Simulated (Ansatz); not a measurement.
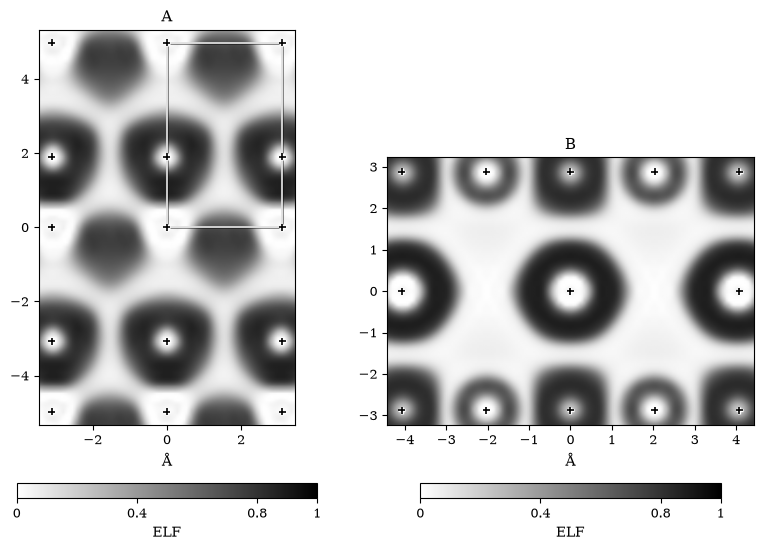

The ELF of 2 systems, each on a plane through atoms (crosses mark nuclei in the plane).

These are results of DFT, r2SCAN, plane waves, PAW in Ansatz, not measurements.

System 1: AlN, the (010) plane of the conventional cell. Space group P6₃mc; started from the wurtzite prototype, which need not be the ambient phase.

```
Al N
1.0
     3.10669    0.00000    0.00000
    -1.55335    2.69048    0.00000
     0.00000    0.00000    4.97859
Al N
2 2
Direct
  0.33333 0.66667 0.99670
  0.66667 0.33333 0.49670
  0.33333 0.66667 0.37830
  0.66667 0.33333 0.87830
```

System 2: BaTiO3, the (011̄) plane of the conventional cell. Space group Pm-3m; started from the cubic perovskite prototype, which need not be the ambient phase; changed on purpose from its base cell (hydrostatic strain +2.0%); computed pressure about −9 GPa in this cell; computed without spin polarisation.

```
Ba Ti O
1.0
     4.07398    0.00000    0.00000
     0.00000    4.07398    0.00000
     0.00000    0.00000    4.07398
Ba Ti O
1 1 3
Direct
  0.00000 0.00000 0.00000
  0.50000 0.50000 0.50000
  0.50000 0.50000 0.00000
  0.50000 0.00000 0.50000
  0.00000 0.50000 0.50000
```

Match each panel to its system.

Panel A is system 1, AlN: the plane holds Al and N. Al–N (1.90 Å): the ELF peaks at about 0.90 between the atoms (a polar covalent bond). Panel B is system 2, BaTiO3: the plane holds Ba, Ti and O. Ti–O (2.04 Å): the ELF peaks at about 0.80 in the valence shell of O, 0.6 Å from its nucleus, and is about 0.20 at the midpoint (no shared electron pair shows on this line).
